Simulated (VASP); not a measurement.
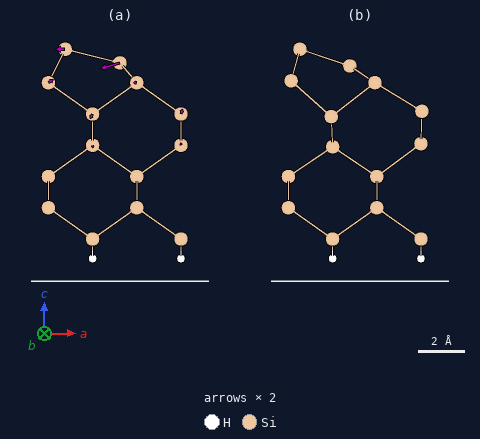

The structure of a slab of composition Si7H2 before (left) and after (right) a relaxation, at one scale. The purple arrows give the displacements, magnified 2 times.

The picture is a ball-and-stick view of the 1 × 2 repeat of the cell, outlined in the plane, without the vacuum (origin shifted), seen along the b axis.

The run lets the atoms move in a fixed cell. 10 atoms are held fixed.

All numbers below come from Kohn-Sham DFT of a periodic cell, RPBE, VASP PAW PBE potentials, recommended (VASP).

Input file:
```
PREC = Normal ; ENCUT = 450
EDIFF = 1E-6 ; ISMEAR = 0
SIGMA = 0.05 ; LREAL = Auto
LASPH = True ; NELM = 80
ALGO = Normal ; ISIF = 2
LWAVE = False ; LCHARG = False
LDIPOL = True ; IDIPOL = 3
DIPOL = 0.5 0.5 0.471 ; GGA = RP
IBRION = 2 ; NSW = 90
EDIFFG = -0.03
```

Launched with:
```bash
cat potpaw_PBE.64/H/POTCAR potpaw_PBE.64/Si/POTCAR > POTCAR
mpirun -np 8 vasp_std > vasp.out
```

Summarise the run.

Answer. After 31 geometry steps the energy has fallen by 0.583 eV per cell of the calculation. Largest force component: 1.5 eV/Å at the start, 0.45 eV/Å at the end. A Si atom moves most: 0.46 Å at 73° to the normal (−c side). H stays in place. The lattice vectors keep their values. Near-neighbour distances that change, for instance: Si–Si 2.484 → 2.317 Å, Si–Si 2.549 → 2.420 Å, Si–Si 2.256 → 2.352 Å, Si–Si 2.380 → 2.432 Å. Bond angles that change, for instance: Si–Si–Si 98.1° → 88.2°, Si–Si–Si 95.6° → 105.3°, Si–Si–Si 109.5° → 100.4°.
